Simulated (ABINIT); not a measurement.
# BP (F-43m): refractive index against wavelength

The refractive index of BP (F-43m) below the direct gap (3.41 eV on the mesh) is read from one computed spectrum, n = √(Re ε).

The structure is cubic, space group F-43m (No. 216). Conventional cell: a = 4.538 Å, b = 4.538 Å, c = 4.538 Å, α = 90.00°, β = 90.00°, γ = 90.00°. P on site c is surrounded by 4 B at 1.97 Å. B on site a has 4 P at 1.97 Å as nearest neighbours.

Method: ABINIT 10.8.3, PBE, independent particles, k-mesh 13×13×13, Lorentzian half width 0.05 eV.

Launch of the response step: `optic optic.abi`. The run took 13 s, its band step included, on 4 threads of AMD EPYC 9R45 96-Core Processor (Zen 5), with other jobs on the host.

```tsv
wavelength (nm)	photon energy E (eV)	n
1550	0.800	3.1024
1310	0.946	3.1132
1064	1.165	3.1332
850	1.459	3.1680
700	1.771	3.2165
633	1.959	3.2523
532	2.331	?
```

In the single-oscillator model n² − 1 = E₀E_d/(E₀² − E²), so 1/(n² − 1) = E₀/E_d − E²/(E₀E_d) is linear in E².

Working, on the rows shown:

| x = E² (eV²) | y = 1/(n² − 1) |
| --- | --- |
| 0.639837 | 0.115944 |
| 0.895757 | 0.115048 |
| 1.35784 | 0.113418 |
| 2.12762 | 0.110666 |
| 3.13716 | 0.106999 |
| 3.83641 | 0.104412 |

Means: x̄ = 1.9991, ȳ = 0.11108. Σ(x − x̄)(y − ȳ) = -0.02944, Σ(x − x̄)² = 8.164. Slope = -0.02944 / 8.164 = -0.003606; intercept = ȳ − slope · x̄ = 0.11829. Turned back into n, the line misses the rows shown by at most 0.00062.

**Question.** Predict the last column of the withheld row from the fit.

**Answer.** At x = 5.4314 the line gives y = 0.098705, that is 3.3364. The run gave 3.3421, so the extrapolation is off by 0.0057, 2 % of the range in the table.

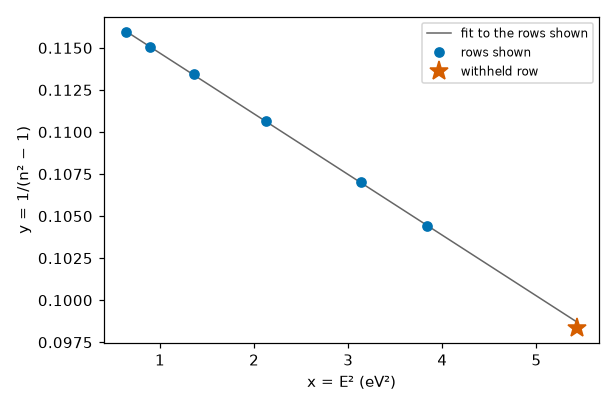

Refitted with all rows, the slope is -0.003666 and the intercept 0.11839. These give E₀ = √(intercept/−slope) = 5.68 eV and E_d = E₀/intercept = 48.0 eV; E₀ is 1.7 times the direct gap. The electronic limit at long wavelengths, without lattice vibrations, is n = √(1 + 1/intercept) = 3.074. Excitons are left out and so are local fields; PBE gaps are as a rule too small. The values come from a sum over the points of one k-mesh and carry its error, which grows as the direct gap shrinks.

[Logs are printed without paths, hosts, clocks, repeated set-up lines and the standing remarks that a program may print on its own settings, such as how far it seeks lower states.]
